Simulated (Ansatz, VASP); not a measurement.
## Cross-check of InSb (InSb(110)) between VASP and Ansatz

One calculation is typed for both programs; each brings its own data sets and cutoff. How far apart do they land? The structure shown is the end of the VASP relaxation below.

Main program and level: Ansatz 0.2.0; plane waves, with VASP 6.6.1 beside it; single point at PBE and band structure at PBE.

## 1. The structure

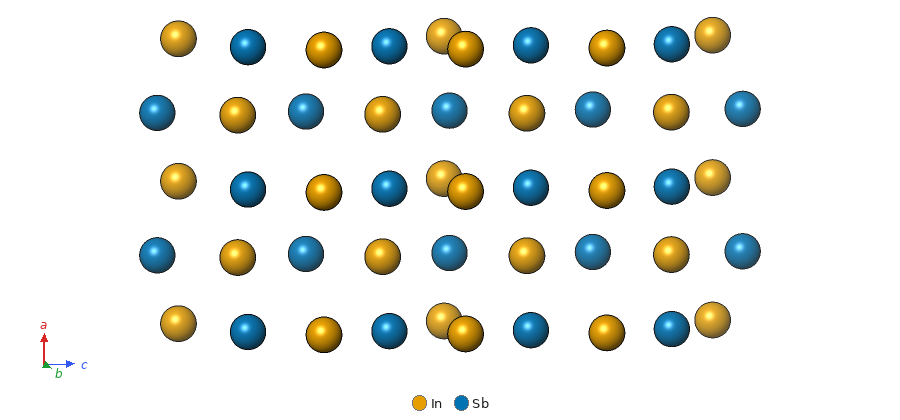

The starting structure, seen from the side, with the c axis across the page (indium orange, antimony blue). 2×1×1 cells are drawn. Some periodic images of atoms are drawn too.

The cell holds 18 atoms: 9 In and 9 Sb. Its edges and angles: a = 4.707 Å, b = 6.656 Å, c = 34.826 Å, α = 90.0°, β = 90.0°, γ = 90.0°. It derives from InSb. As first built, before any earlier steps moved the atoms: 9 layers, cut at this functional's lattice. Vacuum lies along c.

## 2. VASP: relaxation, PBE

This run makes the geometry at which the two programs are then compared.

Lines of VASP's logs that name or quote its potential files are left out, and so is its time.

Input file INCAR:

```
SYSTEM = InSb
PREC = Normal
ENCUT = 320
EDIFF = 1E-05
NELM = 120
ISMEAR = 0
SIGMA = 0.03
LREAL = Auto
ALGO = Fast
GGA = PE
NBANDS = 54
LORBIT = 11
LWAVE = .FALSE.
LCHARG = .FALSE.
KPAR = 2
NCORE = 2
IBRION = 2
NSW = 60
ISIF = 2
EDIFFG = -0.03
POTIM = 0.4
MAXMIX = 40
IDIPOL = 3
LDIPOL = .TRUE.
DIPOL = 0.5 0.5 0.5
```

Input file POSCAR:

```
InSb
1.0
    4.7066070515      0.0000000000      0.0000000000
    0.0000000000      6.6561475250      0.0000000000
    0.0000000000      0.0000000000     34.8264282060
In Sb
9 9
Direct
    0.0000000000      0.0000000000      0.2297106100
    0.5000000000      0.5000000000      0.2972829600
    0.0000000000      0.0000000000      0.3648553000
    0.5000000000      0.5000000000      0.4324276500
    0.0000000000      0.0000000000      0.5000000000
    0.5000000000      0.5000000000      0.5675723500
    0.0000000000      0.0000000000      0.6351447000
    0.5000000000      0.5000000000      0.7027170400
    0.0000000000      0.0000000000      0.7702893900
    0.0000000000      0.7500000000      0.2972829600
    0.5000000000      0.2500000000      0.2297106100
    0.0000000000      0.7500000000      0.4324276500
    0.5000000000      0.2500000000      0.3648553000
    0.0000000000      0.7500000000      0.5675723500
    0.5000000000      0.2500000000      0.5000000000
    0.0000000000      0.7500000000      0.7027170400
    0.5000000000      0.2500000000      0.6351447000
    0.5000000000      0.2500000000      0.7702893900
```

Input file KPOINTS:

```
Automatic mesh
0
Gamma
5 4 1
0 0 0
```

PAW data sets: In and Sb (PBE family, release 64).

Started as:

```sh
$ mpirun -np 4 vasp_std
```

Numbers of over 12 decimals in the logs are rounded to 6 here.

The log of the run:

```text
[banner, memory and clock lines left out]
running    4 mpi-ranks, on    1 nodes
 distrk:  each k-point on    2 cores,    2 groups
 distr:  one band on    2 cores,    1 groups

 POSCAR found type information on POSCAR InSb
 POSCAR found :  2 types and      18 ions
 LDA part: xc-table for (Slater+PW92), standard interpolation
 POSCAR, INCAR and KPOINTS ok, starting setup
 FFT: planning ... GRIDC
 FFT: planning ... GRID_SOFT
 FFT: planning ... GRID
 WAVECAR not read
 entering main loop
       N       E                     dE             d eps       ncg     rms          rms(c)
DAV:   1     0.277205610021E+03    0.27721E+03   -0.16128E+04   980   0.645E+02
DAV:   2    -0.296302028812E+02   -0.30684E+03   -0.29661E+03  1236   0.130E+02
DAV:   3    -0.600313524318E+02   -0.30401E+02   -0.29963E+02  1208   0.427E+01
DAV:   4    -0.612018379633E+02   -0.11705E+01   -0.11661E+01  1304   0.956E+00
DAV:   5    -0.612480615271E+02   -0.46224E-01   -0.46209E-01  1344   0.212E+00    0.114E+01
RMM:   6    -0.600514575312E+02    0.11966E+01   -0.12473E+00   972   0.222E+00    0.655E+00
RMM:   7    -0.598085306277E+02    0.24293E+00   -0.19492E+00   979   0.271E+00    0.116E+00
RMM:   8    -0.597755024783E+02    0.33028E-01   -0.19585E-01   977   0.130E+00    0.606E-01
RMM:   9    -0.597778842436E+02   -0.23818E-02   -0.40040E-02  1028   0.637E-01    0.439E-01
RMM:  10    -0.597795560461E+02   -0.16718E-02   -0.10305E-02  1048   0.298E-01    0.217E-01
RMM:  11    -0.597804316641E+02   -0.87562E-03   -0.52301E-03   977   0.205E-01    0.953E-02
RMM:  12    -0.597804585148E+02   -0.26851E-04   -0.10834E-03  1052   0.983E-02    0.570E-02
RMM:  13    -0.597807064935E+02   -0.24798E-03   -0.33719E-04   985   0.528E-02    0.253E-02
RMM:  14    -0.597808795484E+02   -0.17305E-03   -0.17435E-04   965   0.340E-02    0.187E-02
RMM:  15    -0.597810472001E+02   -0.16765E-03   -0.80246E-05   875   0.204E-02    0.869E-03
RMM:  16    -0.597810958331E+02   -0.48633E-04   -0.21254E-05   696   0.113E-02    0.632E-03
RMM:  17    -0.597811357781E+02   -0.39945E-04   -0.27512E-05   695   0.115E-02    0.357E-03
RMM:  18    -0.597811473291E+02   -0.11551E-04   -0.50635E-06   657   0.547E-03    0.403E-03
RMM:  19    -0.597811681706E+02   -0.20841E-04   -0.13877E-06   477   0.338E-03    0.169E-03
RMM:  20    -0.597811887672E+02   -0.20597E-04   -0.23874E-06   620   0.366E-03    0.130E-03
RMM:  21    -0.597812023386E+02   -0.13571E-04   -0.38234E-07   357   0.199E-03    0.544E-04
RMM:  22    -0.597812081350E+02   -0.57964E-05   -0.20647E-07   330   0.201E-03
   1 F= -.59781208E+02 E0= -.59781204E+02  d E =-.597812E+02
[... from here on, the cycles between the ionic steps are left out ...]
   2 F= -.59960159E+02 E0= -.59960159E+02  d E =-.178951E+00
   9 F= -.60916787E+02 E0= -.60916787E+02  d E =-.763695E-01
  10 F= -.60920568E+02 E0= -.60920567E+02  d E =-.801499E-01
  11 F= -.60935108E+02 E0= -.60935108E+02  d E =-.145409E-01
  12 F= -.60942208E+02 E0= -.60942208E+02  d E =-.216406E-01
  13 F= -.60950996E+02 E0= -.60950996E+02  d E =-.878819E-02
  14 F= -.60953300E+02 E0= -.60953300E+02  d E =-.110923E-01
  15 F= -.60959621E+02 E0= -.60959621E+02  d E =-.632064E-02
  16 F= -.60960080E+02 E0= -.60960080E+02  d E =-.677979E-02
  17 F= -.60962565E+02 E0= -.60962565E+02  d E =-.248451E-02
  18 F= -.60962623E+02 E0= -.60962623E+02  d E =-.254322E-02
 curvature:  -4.08 expect dE=-0.300E-02 dE for cont linesearch -0.612E-05
 trial: gam= 0.67736 g(F)=  0.735E-03 g(S)=  0.000E+00 ort = 0.537E-04 (trialstep = 0.409E+01)
 search vector abs. value=  0.169E-02
 bond charge predicted
       N       E                     dE             d eps       ncg     rms          rms(c)
DAV:   1    -0.609639685923E+02   -0.13477E-02   -0.18169E-01   984   0.123E+00    0.110E-01
RMM:   2    -0.609647887393E+02   -0.82015E-03   -0.91643E-03   972   0.250E-01    0.121E-01
RMM:   3    -0.609646740815E+02    0.11466E-03   -0.14446E-03   976   0.112E-01    0.384E-02
RMM:   4    -0.609648810010E+02   -0.20692E-03   -0.38052E-04  1045   0.558E-02    0.265E-02
RMM:   5    -0.609648798860E+02    0.11149E-05   -0.64888E-05   895   0.255E-02
  19 F= -.60964880E+02 E0= -.60964880E+02  d E =-.225642E-02
 trial-energy change:   -0.002256  1 .order   -0.002226   -0.003155   -0.001297
 step:   6.9451(harm=  6.9451)  dis= 0.01525  next Energy=   -60.965303 (dE=-0.268E-02)
 reached required accuracy - stopping structural energy minimisation
```

From OUTCAR (step 2):

```text
ion  position               nearest neighbor table
   1  0.000  0.000  0.230-  11 2.88  11 2.88  10 2.88
   2  0.500  0.500  0.297-  13 2.88  10 2.88  10 2.88  11 2.88
   3  0.000  0.000  0.365-  10 2.88  13 2.88  13 2.88  12 2.88
   4  0.500  0.500  0.432-  12 2.88  12 2.88  15 2.88  13 2.88
   5  0.000  0.000  0.500-  15 2.88  15 2.88  12 2.88  14 2.88
   6  0.500  0.500  0.568-  14 2.88  14 2.88  17 2.88  15 2.88
   7  0.000  0.000  0.635-  16 2.88  17 2.88  17 2.88  14 2.88
   8  0.500  0.500  0.703-  17 2.88  16 2.88  16 2.88  18 2.88
   9  0.000  0.000  0.770-  18 2.88  18 2.88  16 2.88
  10  0.000  0.750  0.297-   3 2.88   2 2.88   2 2.88   1 2.88
  11  0.500  0.250  0.230-   1 2.88   1 2.88   2 2.88
  12  0.000  0.750  0.432-   4 2.88   4 2.88   5 2.88   3 2.88
  13  0.500  0.250  0.365-   2 2.88   3 2.88   3 2.88   4 2.88
  14  0.000  0.750  0.568-   6 2.88   6 2.88   7 2.88   5 2.88
  15  0.500  0.250  0.500-   5 2.88   5 2.88   6 2.88   4 2.88
  16  0.000  0.750  0.703-   7 2.88   8 2.88   8 2.88   9 2.88
  17  0.500  0.250  0.635-   8 2.88   7 2.88   7 2.88   6 2.88
  18  0.500  0.250  0.770-   9 2.88   9 2.88   8 2.88

  LATTYP: Found a simple orthorhombic cell.
 ALAT       =     4.7066070515
 B/A-ratio  =     1.4142135624
 C/A-ratio  =     7.3994764859

 Subroutine GETGRP returns: Found  4 space group operations
 (whereof  4 operations were pure point group operations)

The static configuration has the point symmetry C_2v.

 Found      9 irreducible k-points:

   k-points           NKPTS =      9   k-points in BZ     NKDIM =      9   number of bands    NBANDS=     54

   dimension x,y,z NGX =    24 NGY =   30 NGZ =  160
   dimension x,y,z NGXF=    48 NGYF=   60 NGZF=  320

   ENCUT  =  320.0 eV  23.52 Ry    4.85 a.u.   6.86  9.71 50.80*2*pi/ulx,y,z

   NELECT =      72.0000    total number of electrons

 k-points in reciprocal lattice and weights: Automatic mesh
   0.00000000  0.00000000  0.00000000       0.050
   0.20000000  0.00000000  0.00000000       0.100
   0.40000000  0.00000000  0.00000000       0.100
   0.00000000  0.25000000  0.00000000       0.100
   0.20000000  0.25000000  0.00000000       0.200
   0.40000000  0.25000000  0.00000000       0.200
   0.00000000  0.50000000  0.00000000       0.050
   0.20000000  0.50000000  0.00000000       0.100
   0.40000000  0.50000000  0.00000000       0.100

 dipolmoment           0.000000      0.000000      0.000000 electrons x Angstroem

 average (electrostatic) potential at core
       1 -42.4365       2 -42.2140       3 -42.2146       4 -42.2199       5 -42.2124
       6 -42.2199       7 -42.2146       8 -42.2140       9 -42.4365      10 -91.9505
      11 -91.7483      12 -91.9215      13 -91.9208      14 -91.9215      15 -91.9149
      16 -91.9505      17 -91.9208      18 -91.7483

 E-fermi :   0.3938

 k-point     1 :       0.0000    0.0000    0.0000
  band No.  band energies     occupation
    ...
     32       0.0202      2.00000
     33       0.0364      2.00000
     34       0.0698      2.00000
     35       0.1985      2.00000
     36       0.2987      1.99999
     37       0.4889      0.00001
     38       1.2026      0.00000
     39       1.4838      0.00000
     40       1.5898      0.00000
     41       1.6987      0.00000
    ...

 k-point     2 :       0.2000    0.0000    0.0000
  band No.  band energies     occupation
    ...
     32      -0.7491      2.00000
     33      -0.5074      2.00000
     34      -0.4900      2.00000
     35      -0.3074      2.00000
     36      -0.0494      2.00000
     37       1.5235      0.00000
     38       1.8220      0.00000
     39       1.8700      0.00000
     40       2.1653      0.00000
     41       2.1961      0.00000
    ...

 k-point     3 :       0.4000    0.0000    0.0000
  band No.  band energies     occupation
    ...
     32      -1.0769      2.00000
     33      -1.0527      2.00000
     34      -0.8200      2.00000
     35      -0.6285      2.00000
     36      -0.3955      2.00000
     37       1.2597      0.00000
     38       1.3079      0.00000
     39       1.7076      0.00000
     40       1.7817      0.00000
     41       2.0077      0.00000
    ...

  Total       -1.8310191     -1.5571814     -0.8446112      0.0000000      0.0000000      0.0000000
  in kB       -2.6888318     -2.2867042     -1.2403025      0.0000000      0.0000000      0.0000000
  external PRESSURE =      -2.0719462 kB  Pullay stress =       0.0000000 kB

  energy-cutoff  :      320.00
  volume of cell :     1091.04
      direct lattice vectors                 reciprocal lattice vectors
     4.706607051  0.000000000  0.000000000     0.212467280  0.000000000  0.000000000
     0.000000000  6.656147525  0.000000000     0.000000000  0.150237055  0.000000000
     0.000000000  0.000000000 34.826428206     0.000000000  0.000000000  0.028713826

 POSITION                                       TOTAL-FORCE (eV/Angst)
 -----------------------------------------------------------------------------------
      0.00000      0.39325      8.55512        -0.000000      0.006924      0.002646
      2.35330      3.20155     10.22209        -0.000000     -0.011733      0.017988
      0.00000      6.59454     12.72127        -0.000000     -0.013368     -0.009724
      2.35330      3.27059     15.02078        -0.000000      0.000351      0.023459
      0.00000      6.62587     17.41321        -0.000000     -0.008557      0.000000
      2.35330      3.27059     19.80565        -0.000000      0.000351     -0.023459
      0.00000      6.59454     22.10516        -0.000000     -0.013368      0.009724
      2.35330      3.20155     24.60434        -0.000000     -0.011733     -0.017988
      0.00000      0.39325     26.27131        -0.000000      0.006924     -0.002646
      0.00000      4.87119     10.38549        -0.000000      0.020346      0.020100
      2.35330      1.77581      7.70625         0.000000      0.010942      0.004029
      0.00000      4.93882     15.06680         0.000000     -0.016355      0.017578
      2.35330      1.60683     12.65624         0.000000      0.021164      0.003390
      4.70661      4.93882     19.75963         0.000000     -0.016355     -0.017578
      2.35330      1.63832     17.41321        -0.000000     -0.027987      0.000000
      0.00000      4.87119     24.44094        -0.000000      0.020346     -0.020100
      2.35330      1.60683     22.17019         0.000000      0.021164     -0.003390
      2.35330      1.77581     27.12018         0.000000      0.010942     -0.004029
 -----------------------------------------------------------------------------------
    total drift:                               -0.000000     -0.043881      0.000002

  FREE ENERGIE OF THE ION-ELECTRON SYSTEM (eV)
  ---------------------------------------------------
  free  energy   TOTEN  =       -60.9648798860 eV

  energy  without entropy=      -60.9648798123  energy(sigma->0) =      -60.96487985

 reached required accuracy - stopping structural energy minimisation

 vacuum level on the upper side and lower side of the slab         4.790         4.790

 total charge
# of ion       s       p       d       tot
------------------------------------------
    1        1.297   1.050   0.098   2.444
    2        1.225   1.208   0.128   2.561
    3        1.229   1.221   0.127   2.577
    4        1.228   1.210   0.126   2.564
    5        1.229   1.214   0.127   2.569
    6        1.228   1.210   0.126   2.564
    7        1.229   1.221   0.127   2.577
    8        1.225   1.208   0.128   2.561
    9        1.297   1.050   0.098   2.444
   10        1.147   1.294   0.016   2.456
   11        1.190   1.221   0.014   2.425
   12        1.145   1.294   0.015   2.455
   13        1.147   1.289   0.015   2.450
   14        1.145   1.294   0.015   2.455
   15        1.146   1.290   0.015   2.451
   16        1.147   1.294   0.016   2.456
   17        1.147   1.289   0.015   2.450
   18        1.190   1.221   0.014   2.425
--------------------------------------------------
tot         21.591  22.074   1.221  44.886

[... 3 further parts left out ...]
```

CONTCAR:

```
InSb
   1.00000000000000
     4.7066070514999998    0.0000000000000000    0.0000000000000000
     0.0000000000000000    6.6561475249999997    0.0000000000000000
     0.0000000000000000    0.0000000000000000   34.8264282060000028
  In              Sb
     9     9
Direct
     0.0000000000000000    0.0590801490266665    0.2456501577561417
     0.5000000000000000    0.4809911094475564    0.2935153135743627
     0.0000000000000000    0.9907442946124806    0.3652764067117724
     0.5000000000000000    0.4913641921733122    0.4313040620414096
     0.0000000000000000    0.9954516992315585    0.5000000000000000
     0.5000000000000000    0.4913641921733122    0.5686959379585903
     0.0000000000000000    0.9907442946124806    0.6347235932882277
     0.5000000000000000    0.4809911094475564    0.7064846864256373
     0.0000000000000000    0.0590801490266665    0.7543498422438584
     0.0000000000000000    0.7318337894479404    0.2982071302637838
     0.5000000000000000    0.2667931601615811    0.2212759855463789
     0.0000000000000000    0.7419933428235430    0.4326255603787162
     0.5000000000000000    0.2414060488780570    0.3634089912760595
     1.0000000000000000    0.7419933428235430    0.5673744396212834
     0.5000000000000000    0.2461361276261668    0.5000000000000000
     0.0000000000000000    0.7318337894479404    0.7017928697362161
     0.5000000000000000    0.2414060488780570    0.6365910087239408
     0.5000000000000000    0.2667931601615811    0.7787240144536210
```

(Part 1 of 3 ends here.)

[Lines on the potential files, build, host, timing and source positions are cut from VASP's logs without a mark.]

[Logs are printed without paths, hosts, clocks, repeated set-up lines and the standing remarks that a program may print on its own settings, such as how far it seeks lower states.]

[Hosts, paths, dates, database ids (printed as entryN), source tags and the programs' standing remarks are cut or masked in the printed files.]
